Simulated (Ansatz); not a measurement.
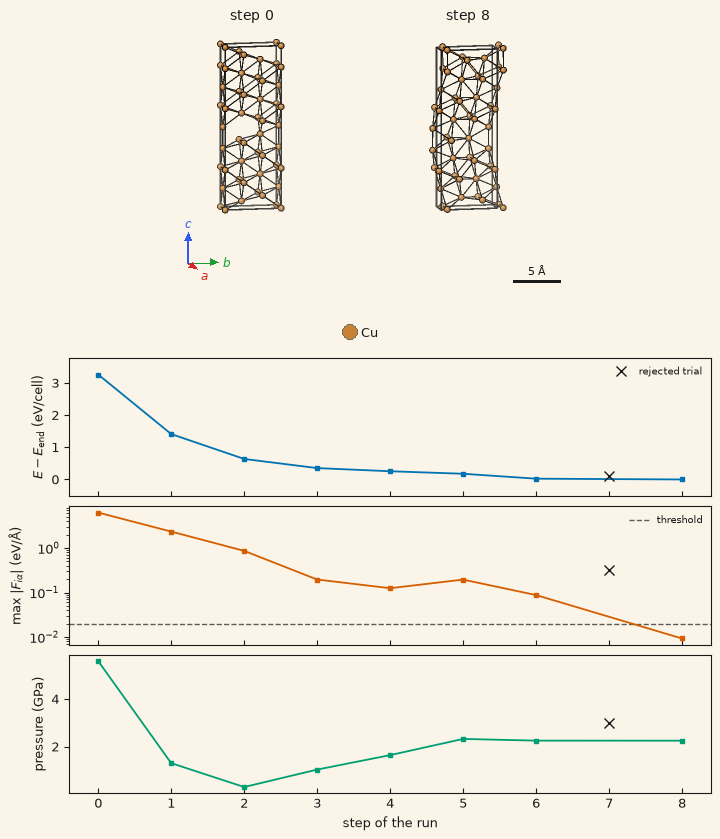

First and last geometry of a relaxation of an interface cell of composition Cu, with the history of the run. The picture is a ball-and-stick view of the cell of the calculation, seen slightly off an axis.

Case: symmetric tilt boundary Sigma 3 (2 1 1), mirror on a plane, shift [0.5, 0].

Level of theory: DFT PBEsol, scalar-relativistic, plane waves, PAW (Ansatz).

The input:
```yaml
crystal:
  lattice:
    - [2.5196845636, 0.0, 0.0]
    - [0.0, 6.1719414936, 0.0]
    - [0.0, 0.0, 17.7568867327]
  atoms:
    - { symbol: Cu, position: [0.0, 0.0, 0.0] }
    - { symbol: Cu, position: [0.0, 0.3333333333, 0.1638508577] }
    - { symbol: Cu, position: [0.0, 0.6666666667, 0.0819254289] }
    - { symbol: Cu, position: [0.5, 0.0, 0.1228881433] }
    - { symbol: Cu, position: [0.5, 0.3333333333, 0.0409627144] }
    - { symbol: Cu, position: [0.5, 0.6666666667, 0.2048135722] }
    - { symbol: Cu, position: [0.0, 1.0, 0.2457762866] }
    - { symbol: Cu, position: [0.0, 0.3333333333, 0.4096271444] }
    - { symbol: Cu, position: [0.0, 0.6666666667, 0.3277017155] }
    - { symbol: Cu, position: [0.5, 0.0, 0.3686644299] }
    - { symbol: Cu, position: [0.5, 0.3333333333, 0.2867390011] }
    - { symbol: Cu, position: [0.5, 0.6666666667, 0.4505898588] }
    - { symbol: Cu, position: [0.5, 0.3333333333, 0.8277017155] }
    - { symbol: Cu, position: [0.5, 0.6666666667, 0.9096271444] }
    - { symbol: Cu, position: [0.0, 0.0, 0.8686644299] }
    - { symbol: Cu, position: [0.0, 0.3333333333, 0.9505898588] }
    - { symbol: Cu, position: [0.0, 0.6666666667, 0.7867390011] }
    - { symbol: Cu, position: [0.5, 1.0, 0.7457762866] }
    - { symbol: Cu, position: [0.5, 0.3333333333, 0.5819254289] }
    - { symbol: Cu, position: [0.5, 0.6666666667, 0.6638508577] }
    - { symbol: Cu, position: [0.0, 0.0, 0.6228881433] }
    - { symbol: Cu, position: [0.0, 0.3333333333, 0.7048135722] }
    - { symbol: Cu, position: [0.0, 0.6666666667, 0.5409627144] }
    - { symbol: Cu, position: [0.5, 1.0, 0.5] }
basis:
  ecutwfc: 420
kpoints:
  mp_grid: { grid: [14, 6, 2] }
hamiltonian:
  xc: pbesol
scf:
  occupations: { method: gaussian, width: 0.1 }
output:
  forces: true
  stress: true
  eigenvalues: true
  populations: true
  write_density: true
  write_potential: true
  elf: true
  volumetric_format: npy
relax:
  adjacent_minimum: "off"
  f_tol: 0.02
  max_steps: 60
  cell: { fix: [a, b, alpha, beta, gamma], stress_tol: 0.1 }
```

Command:
```bash
ansatz run input.yaml --threads 4 --pin off --max-ram 12288MiB --backend cpu --events-out ev --progress --plain --runs-dir out
```

**What do the curves and the structures tell?**

The run was cut off at its time limit before the relaxation converged, so the last structure is only a point on the way. After 7 accepted moves (8 points after the start) the energy has fallen by 3.262 eV per cell of the calculation. Largest force component: 6.2 eV/Å at the start, 0.0093 eV/Å at the end. The pressure goes from 5.59 to 2.25 GPa. The line search rejected the trial step at point 7 of the run. The largest moves relative to the cell, 1.00 Å, are those of Cu8 and Cu14. Cu8 goes in a general direction near [0 −3 1]. The volume changes by −2.0 %, with a unchanged at 2.520 Å, b unchanged at 6.172 Å, c 17.757 → 17.404 Å (−2.0 %). Some distances before and after: Cu22–Cu23 3.563 → 2.574 Å, Cu13–Cu20 3.563 → 2.585 Å, Cu19–Cu20 2.520 → 3.458 Å, Cu17–Cu22 2.520 → 3.447 Å. New bonds form: Cu13–Cu20 (3.56 → 2.58 Å), Cu22–Cu23 (3.56 → 2.57 Å), Cu2–Cu9 (3.56 → 2.58 Å), Cu3–Cu14 (3.31 → 2.50 Å). Bonds break: Cu13–Cu14 (2.52 → 3.39 Å), Cu17–Cu22 (2.52 → 3.45 Å), Cu19–Cu20 (2.52 → 3.46 Å), Cu2–Cu3 (2.52 → 3.46 Å).

```json
{"step": "0", "E − E(0), meV/atom": "0.00", "largest force component, eV/Å": "6.2482", "pressure, GPa": "5.59", "volume, Å³/atom": "11.506", "note": ""}
{"step": "1", "E − E(0), meV/atom": "-77.09", "largest force component, eV/Å": "2.3412", "pressure, GPa": "1.31", "volume, Å³/atom": "11.596", "note": ""}
{"step": "2", "E − E(0), meV/atom": "-109.35", "largest force component, eV/Å": "0.8632", "pressure, GPa": "0.31", "volume, Å³/atom": "11.531", "note": ""}
{"step": "3", "E − E(0), meV/atom": "-121.17", "largest force component, eV/Å": "0.1962", "pressure, GPa": "1.04", "volume, Å³/atom": "11.416", "note": ""}
{"step": "4", "E − E(0), meV/atom": "-125.27", "largest force component, eV/Å": "0.1254", "pressure, GPa": "1.64", "volume, Å³/atom": "11.353", "note": ""}
{"step": "5", "E − E(0), meV/atom": "-128.52", "largest force component, eV/Å": "0.1954", "pressure, GPa": "2.32", "volume, Å³/atom": "11.293", "note": ""}
{"step": "6", "E − E(0), meV/atom": "-134.89", "largest force component, eV/Å": "0.0879", "pressure, GPa": "2.25", "volume, Å³/atom": "11.279", "note": ""}
{"step": "7", "E − E(0), meV/atom": "-131.52", "largest force component, eV/Å": "0.3287", "pressure, GPa": "3.00", "volume, Å³/atom": "11.243", "note": "rejected"}
{"step": "8", "E − E(0), meV/atom": "-135.90", "largest force component, eV/Å": "0.0093", "pressure, GPa": "2.25", "volume, Å³/atom": "11.277", "note": ""}
```
